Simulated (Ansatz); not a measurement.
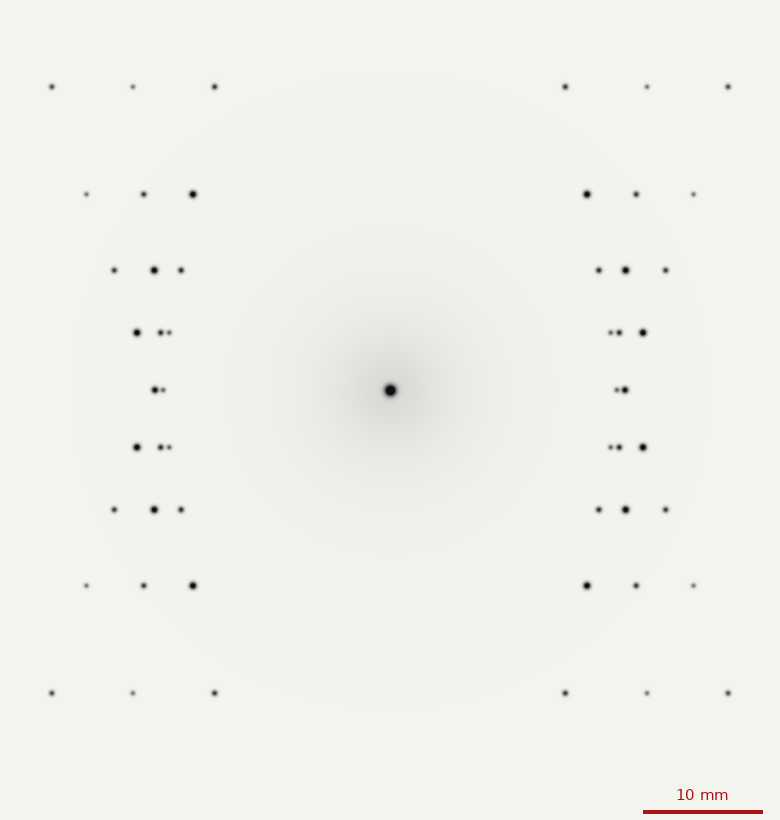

Simulated X-ray rotation photograph: Cu Kα radiation (λ = 1.5418 Å), cylindrical film of radius 28.65 mm unrolled, rotation axis vertical and normal to the beam, kinematic intensities without Lorentz or polarisation factors, the film spanning ±63° about the beam; spots down to d = 1.41 Å.

Measure the layer lines and find the identity period along the axis.

The first layer line lies 4.8 mm from the equator, so tan ν = 0.169, sin ν = 0.167 and the period is λ/sin ν = 9.25 Å. Further lines follow at 10.1, 16.5, 25.6 mm.

The crystal is Rh, space group P6_3/mmc (No. 194), a = 2.71 Å, c = 8.85 Å (hexagonal axes). Structure: coordinates from a relaxation with DFT, PBE, plane waves (420 eV) with PAW, scalar-relativistic in Ansatz; the starting structure was generated, so it need not be a known form of this composition.

About which axis was it rotated?

About [101] (or an equivalent direction), whose length in the conventional cell is 9.253 Å.
